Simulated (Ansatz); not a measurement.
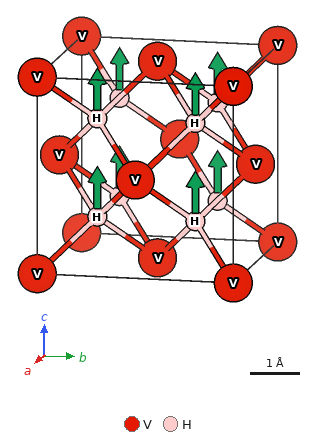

The lowest optical mode of solid VH₂, space group Fm-3m (No. 225), at the zone centre. Displacements are drawn as green arrows; their common scale and sign are arbitrary. The picture is a ball-and-stick view of the conventional cell (4 times the calculation's cell), seen slightly off an axis. Lengths and directions refer to the drawn axes.

These are results of DFT LDA, scalar-relativistic, plane waves, PAW (Ansatz), not measurements.

Input
```yaml
crystal:
  lattice:
    - [0.0, 2.068703113, 2.068703113]
    - [2.068703113, 0.0, 2.068703113]
    - [2.068703113, 2.068703113, 0.0]
  atoms:
    - { symbol: V, position: [0.0, 0.0, 0.0] }
    - { symbol: H, position: [0.25, 0.25, 0.25] }
    - { symbol: H, position: [0.75, 0.75, 0.75] }
basis:
  ecutwfc: 420
kpoints:
  mp_grid: { grid: [18, 18, 18] }
hamiltonian:
  xc: lda
scf:
  occupations: { method: fermi_dirac, width: 0.15 }
output:
  eigenvalues: true
phonons:
  method: dfpt
  eigenvectors: true
```

Run as
```bash
ansatz run input.yaml --threads 1 --pin off --max-ram 3072MiB --backend cpu --events-out ev --progress --plain --runs-dir out
```

The frequencies depend somewhat on the k-mesh and the smearing.

**Is the structure stable against all modes at this point?**

Yes: this softest mode has a real frequency, and so have all others here. That speaks for this wave vector alone: the rest of the zone wasn't checked in this run. This is the T₁u mode (triply degenerate; one member of the set is drawn) at 1230 cm⁻¹, the lowest optical level, infrared-active by symmetry. The V atoms hardly move; the H sublattice moves as a whole against them, along c; the kinetic energy is shared as H 96 %, V 4 %. The crystal is a metal, so free carriers screen the infrared response.
